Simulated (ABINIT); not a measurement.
BN (P6_3mc): refractive index against wavelength

The refractive index of BN (P6_3mc) along x below the direct gap (8.30 eV on the mesh) is read from one computed spectrum, n = √(Re ε). x, y and z are the Cartesian axes of the input cell.

Cell: a, b, c = 2.536, 2.536, 4.199 Å (primitive vectors), 4 atoms.

Method: ABINIT 10.8.3, LDA, independent particles, k-mesh 15×15×8, Lorentzian half width 0.04 eV.

Launch of the response step: `optic optic.abi`. The run took 52 s, its band step included, on 4 threads of Intel(R) Xeon(R) Processor @ 2.70GHz, on a shared host.

```
wavelength (nm)  photon energy E (eV)       n
            532                 2.331  2.1524
            450                 2.755  2.1650
            405                 3.061       ?
            365                 3.397  2.1888
            308                 4.025  2.2188
            266                 4.661  2.2568
            248                 4.999  2.2809
```

In the single-oscillator model n² − 1 = E₀E_d/(E₀² − E²), so 1/(n² − 1) = E₀/E_d − E²/(E₀E_d) is linear in E².

Working, on the rows shown:

| x = E² (eV²) | y = 1/(n² − 1) |
| --- | --- |
| 5.43137 | 0.275268 |
| 7.59115 | 0.271207 |
| 11.5384 | 0.263793 |
| 16.2043 | 0.254902 |
| 21.7255 | 0.244311 |
| 24.9936 | 0.237953 |

Means: x̄ = 14.581, ȳ = 0.25791. Σ(x − x̄)(y − ȳ) = -0.5795, Σ(x − x̄)² = 303.9. Slope = -0.5795 / 303.9 = -0.001907; intercept = ȳ − slope · x̄ = 0.28571. Turned back into n, the line misses the rows shown by at most 0.00038.

**Question.** What does the fit predict for the withheld row, and how well does it do?

**Answer.** At x = 9.3718 the line gives y = 0.26784, that is 2.1757. The run gave 2.1756, so the interpolation is off by 8.5e-05, 0.1 % of the range in the table.

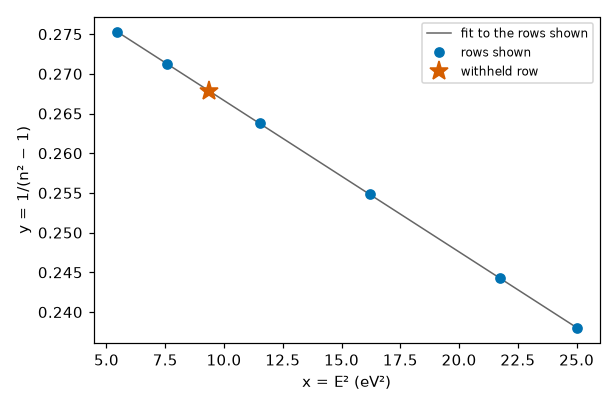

Refitted with all rows, the slope is -0.001907 and the intercept 0.28572. These give E₀ = √(intercept/−slope) = 12.24 eV and E_d = E₀/intercept = 42.8 eV; E₀ is 1.5 times the direct gap. The electronic limit at long wavelengths, without lattice vibrations, is n = √(1 + 1/intercept) = 2.121. The cell comes from an older database entry, whose edges can be off by a per cent or so. Excitons are left out and so are local fields; LDA gaps are as a rule too small. The values come from a sum over the points of one k-mesh and carry its error, which grows as the direct gap shrinks.

[Logs are printed without paths, hosts, clocks, repeated set-up lines and the standing remarks that a program may print on its own settings, such as how far it seeks lower states.]
